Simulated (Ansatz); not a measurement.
**BP: density, localisation and related maps**

Input file:

```
crystal:
  lattice:
    - [0.0, 2.17824, 2.45052]
    - [2.17824, 0.0, 2.45052]
    - [2.17824, 2.17824, 0.0]
  atoms:
    - { symbol: B, position: [0.0, 0.0, 0.0] }
    - { symbol: P, position: [0.75, 0.75, 0.75] }
basis:
  ecutwfc: 420
kpoints:
  mp_grid: { grid: [10, 10, 10] }
hamiltonian:
  xc: pbe
scf:
  occupations: { method: gaussian, width: 0.05 }
output:
  forces: true
  stress: true
  eigenvalues: true
  write_density: true
  write_potential: true
  elf: true
  volumetric_format: npy
```

Run with:

```sh
ansatz run input.yaml --threads 1 --pin off --max-ram 2560MiB --backend cpu --events-out ev --progress --plain --runs-dir out
```

Below, planes, directions and counts refer to the conventional cell (a = 3.08 Å, b = 3.08 Å, c = 4.90 Å, α = 90.00°, β = 90.00°, γ = 90.00°).

Space group I-4m2; changed on purpose from its base cell (strain -0.040 along x and y, +0.080 along z, atoms carried along).

Level of theory: DFT PBE, scalar-relativistic, plane waves, PAW in Ansatz.

Core electrons are frozen (PAW), and the valence fields are smoothed inside the atomic spheres.

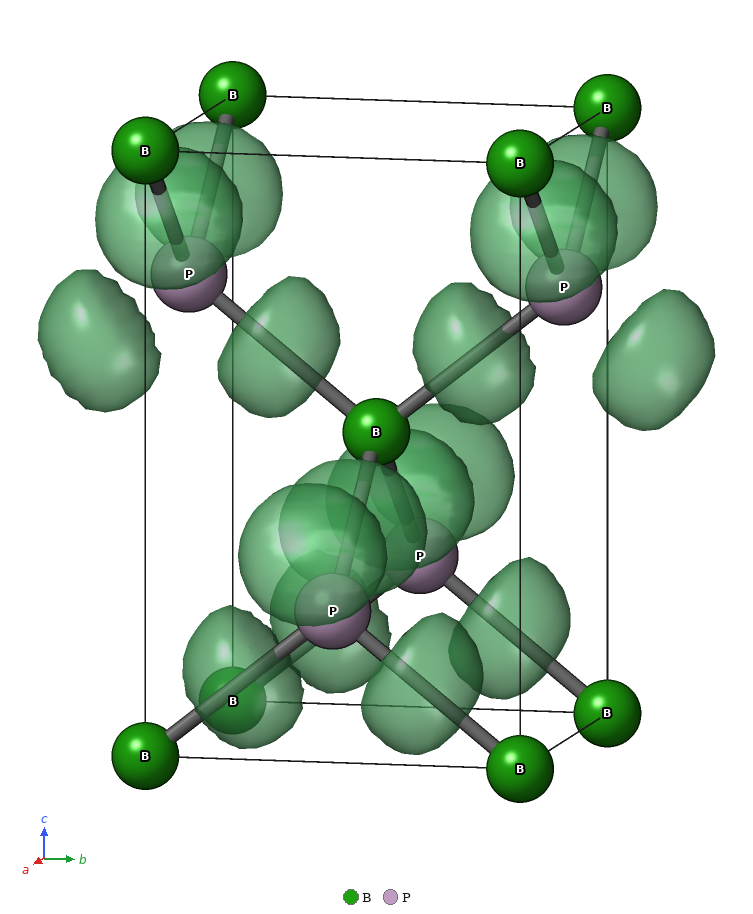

Figure 1. Isosurface of the electron localisation function at 0.8 (green), seen slightly off an axis. Only the valence region is drawn (cores and ρ < 0.01 e/Å³ removed). Sticks mark near contacts.

> Where are the electrons localised?

At this value the surface marks out eight regions between bonded B–P atoms (shared pairs), counted in one cell of 4 atoms. Regions shared between cells count once. Along the contacts the grid gives the following. B–P (1.97 Å): the ELF peaks at about 0.95 between the atoms (localised, covalent bonding).

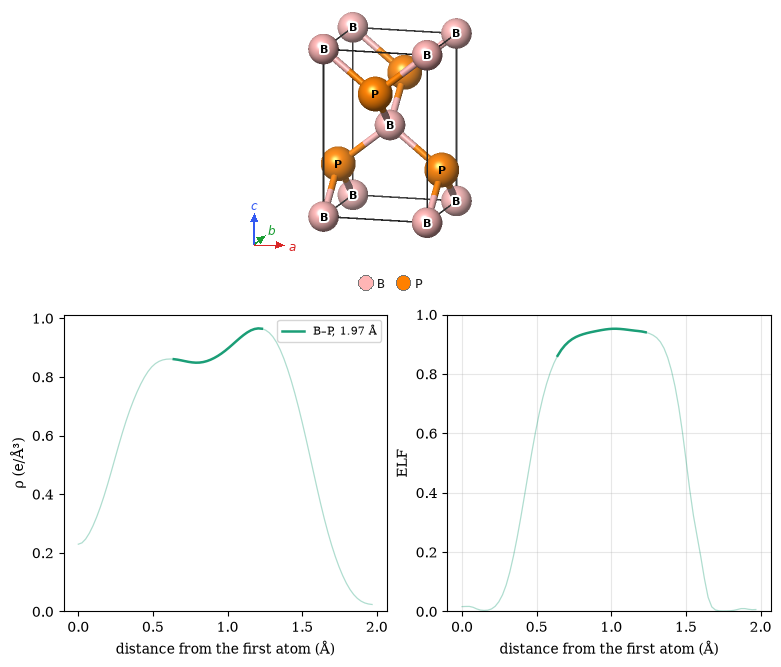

Figure 2. Valence pseudo-density and electron localisation function along straight lines between neighbouring atoms. Thin, pale parts lie inside the atomic spheres. The structure is drawn too.

> What can be read from the curves?

B–P (1.97 Å): the density is about 0.89 e/Å³ at the midpoint; the ELF peaks at about 0.95 between the atoms: a covalent bond.

> Does the calculation make it a metal, or give it a gap?

It is gapped, with a Kohn–Sham gap of 0.34 eV on the k-point mesh, an upper bound to the gap of this method.
